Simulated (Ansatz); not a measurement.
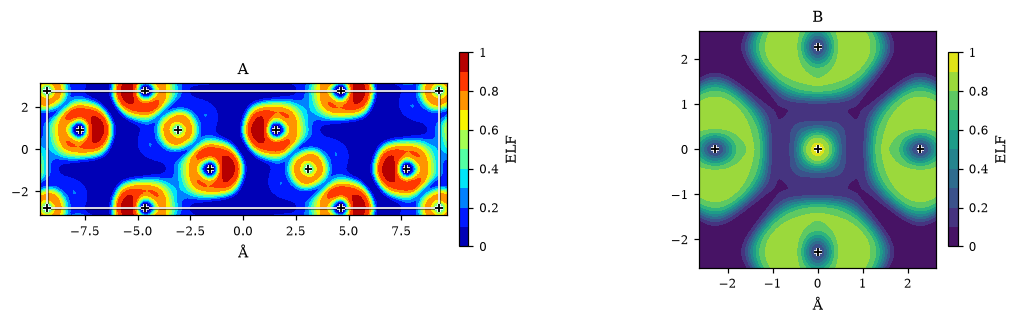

The electron localisation function of 2 systems, each on a plane through atoms (crosses mark nuclei in the plane).

Level of theory: Kohn-Sham DFT of a periodic cell, r2SCAN, Ansatz PAW in Ansatz 0.2.0.

System 1: MoS$_{2}$, the (110) plane of the conventional cell. Space group R-3m.

```
Mo S
1.0
     3.21273    0.00000    0.00000
    -1.60636    2.78230    0.00000
     0.00000    0.00000   18.58640
Mo S
3 6
Direct
  0.00000 0.00000 0.00000
  0.66667 0.33333 0.33333
  0.33333 0.66667 0.66667
  0.00000 0.00000 0.25000
  0.66667 0.33333 0.58333
  0.33333 0.66667 0.91667
  0.66667 0.33333 0.08333
  0.33333 0.66667 0.41667
  0.00000 0.00000 0.75000
```

System 2: CuCl$_{2}$, the (001) plane of the conventional cell. Space group P4/mmm; a structure from a database of computed crystals, not necessarily the ambient phase.

```yaml
crystal:
  lattice:
    - [4.55059, 0.00000, 0.00000]
    - [0.00000, 4.55059, 0.00000]
    - [0.00000, 0.00000, 4.34631]
  atoms:
    - { symbol: Cu, position: [0.00000, 0.00000, 0.00000] }
    - { symbol: Cl, position: [0.00000, 0.50000, 0.00000] }
    - { symbol: Cl, position: [0.50000, 0.00000, 0.00000] }
```

### Which map belongs to which system?

Panel A is system 1, MoS$_{2}$: the plane holds Mo and S. Mo–S (2.42 Å): the ELF peaks at about 0.85 in the valence shell of S, 0.8 Å from its nucleus, and is about 0.40 at the midpoint. Panel B is system 2, CuCl$_{2}$: the plane holds Cu and Cl. Cu–Cl (2.28 Å): the ELF peaks at about 0.80 in the valence shell of Cl, 0.8 Å from its nucleus, and is about 0.40 at the midpoint.
